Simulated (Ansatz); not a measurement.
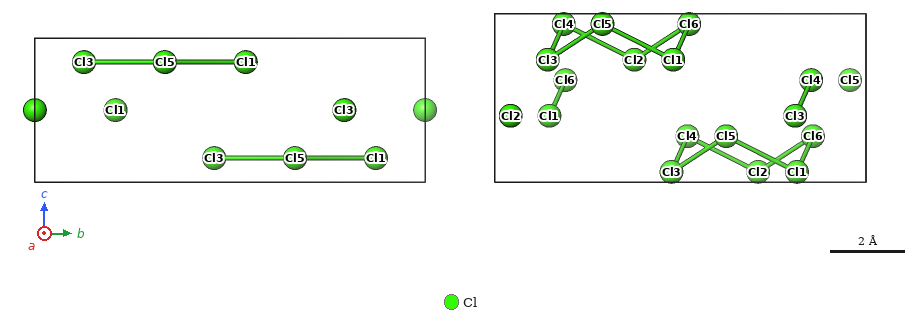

Two geometries of crystalline Cl (built on the S_148 type) (coarse preliminary run), drawn at one scale. One is the start of a relaxation, the other its converged end. The picture is a ball-and-stick view of the conventional cell (3 times the calculation's cell), seen along the a axis. Lengths and directions refer to the drawn axes.

These are results of DFT PBE, scalar-relativistic, plane waves, PAW in Ansatz, not measurements. Settings: plane-wave cutoff 420 eV; k-point mesh 6 × 6 × 6; occupations gaussian; smearing width 0.1 eV; no spin polarisation; cell and atoms relaxed; force threshold 0.04 eV/Å; at most 70 steps.

**Which one is relaxed?**

The left one is the relaxed one. Case: S type (R-3, No. 148). The energy falls by 404 meV per atom in 8 accepted moves (10 points after the start). Largest force component: 2.3 eV/Å at the start, 0.0075 eV/Å at the end. Pressure: 8.68 GPa at the start and 0.00 GPa at the end. The line search rejected the trial step at point 8 of the run. The SCF was repeated once at an unchanged geometry on a basis and grid sized afresh for the cell, which shifted the energy by less than 0.05 meV per atom at most. The largest moves relative to the cell, 0.77 Å, are those of Cl1, Cl2, Cl3, Cl4, Cl5 and Cl6. Cl3 goes roughly along [1 −1 3]. The drawn cell changes as follows: a = b 11.627 → 12.231 Å (+5.2 %), c 4.563 → 3.904 Å (−14.4 %); the volume changes by −5.3 %. Near-neighbour distances that change, for instance: Cl1–Cl5 2.233 → 2.532 Å. Bond angles that change, for instance: Cl5–Cl1–Cl6 102.6° → 120.0°. The space group stays R-3 (No. 148). The run took roughly 50 core-seconds on a shared host.
